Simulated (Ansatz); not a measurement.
ZrN: several calculations on one system

### Vibrations

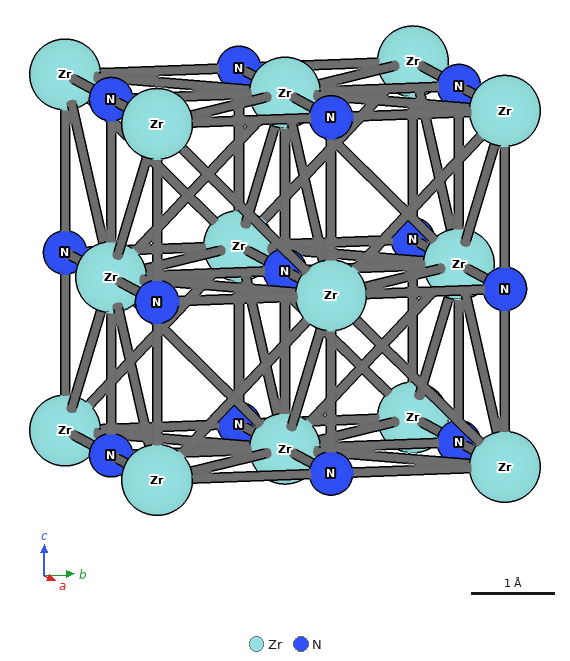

Phonons of a crystal of ZrN relaxed at 40 GPa, at the zone centre. Style: ball-and-stick. Shown: the conventional cell (4 times the calculation's cell), slightly off an axis. Lengths and directions refer to the drawn axes.

Level of theory: Ansatz 0.2.0, DFT PBEsol, scalar-relativistic, plane waves, PAW.

Input
```yaml
crystal:
  lattice:
    - [0.0, 2.1900335865, 2.1900335865]
    - [2.1900335865, 0.0, 2.1900335865]
    - [2.1900335865, 2.1900335865, 0.0]
  atoms:
    - { symbol: Zr, position: [0.0, 0.0, 0.0] }
    - { symbol: "N", position: [0.5, 0.5, 0.5] }
basis:
  ecutwfc: 420
kpoints:
  mp_grid: { grid: [16, 16, 16] }
hamiltonian:
  xc: pbesol
scf:
  occupations: { method: fermi_dirac, width: 0.15 }
output:
  eigenvalues: true
phonons:
  method: dfpt
  eigenvectors: true
```

Launched with:
```bash
ansatz run input.yaml --threads 1 --pin off --max-ram 3072MiB --backend cpu --events-out ev --progress --plain --runs-dir out
```

The frequencies depend somewhat on the k-mesh and the smearing.

> Give the spectrum at this point.

The calculation's cell holds 2 atoms, so there are 3 optical modes, in 1 level. The optical modes span T₁u. No level is unstable.

| level | symmetry | frequency (cm⁻¹) | activity |
| --- | --- | --- | --- |
| 1 | T₁u | 614 | infrared-active |

The crystal is a metal, so free carriers screen the infrared response.

The displacement patterns (one member of each degenerate set):

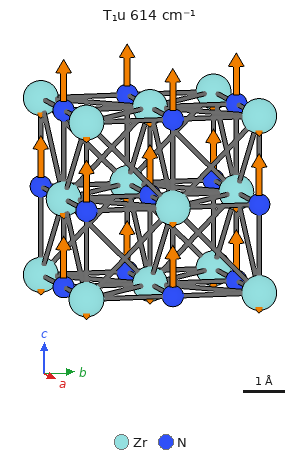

### One mode

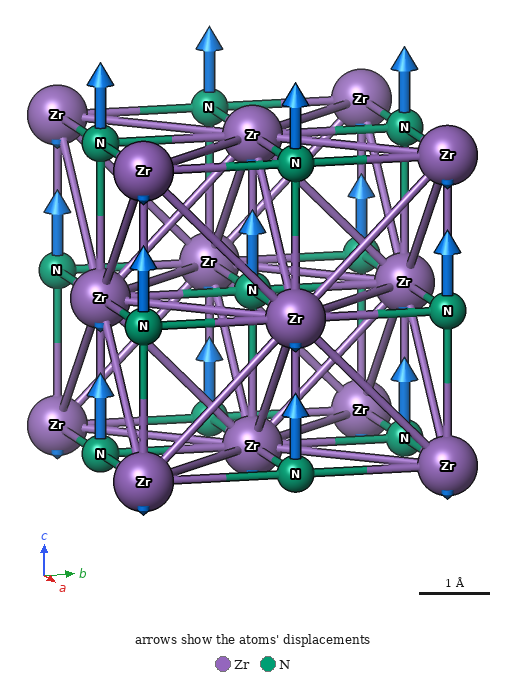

One vibrational mode of a crystal of ZrN relaxed at 2 GPa at the zone centre. The blue arrows are the displacements of the atoms (eigenvector over the root of the mass), of arbitrary overall length and sign. Style: ball-and-stick. Shown: the conventional cell (4 times the calculation's cell), slightly off an axis. Lengths and directions refer to the drawn axes.

Theory: Ansatz 0.2.0, DFT PBEsol, scalar-relativistic, plane waves, PAW. Settings: plane-wave cutoff 420 eV; k-point mesh 16 × 16 × 16; occupations fermi dirac; smearing width 0.15 eV; target pressure 2 GPa; no spin polarisation.

The frequencies depend somewhat on the k-mesh and the smearing.

**Give the symmetry, activity and frequency of this mode.**

This is the T₁u mode (triply degenerate; one member of the set is drawn) at 506 cm⁻¹, the only optical level, infrared-active by symmetry. The N sublattice moves against the Zr sublattice, along c; it stretches the shortest N–Zr bonds (2.27 Å); the kinetic energy is shared as N 87 %, Zr 13 %. The crystal is a metal, so free carriers screen the infrared response.

### One mode

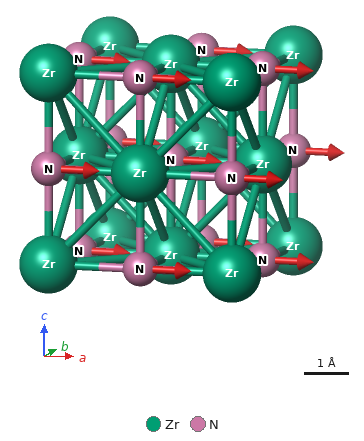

One vibrational mode of crystalline ZrN relaxed at 20 GPa at the zone centre. The red arrows are the displacements of the atoms (eigenvector over the root of the mass), of arbitrary overall length and sign. The picture is a ball-and-stick view of the conventional cell (4 times the calculation's cell), seen slightly off an axis. Lengths and directions refer to the drawn axes.

Method: DFT PBEsol, scalar-relativistic, plane waves, PAW (Ansatz). Set-up: plane-wave cutoff 420 eV; k-point mesh 16 × 16 × 16; occupations fermi dirac; smearing width 0.15 eV; target pressure 20 GPa; no spin polarisation.

The frequencies depend somewhat on the k-mesh and the smearing.

**What mode is this, and where does it lie in the spectrum?**

This is the T₁u mode (triply degenerate; one member of the set is drawn) at 563 cm⁻¹, the only optical level, infrared-active by symmetry. The N sublattice moves against the Zr sublattice, along a; it stretches the shortest N–Zr bonds (2.23 Å); the kinetic energy is shared as N 87 %, Zr 13 %. The crystal is a metal, so free carriers screen the infrared response.
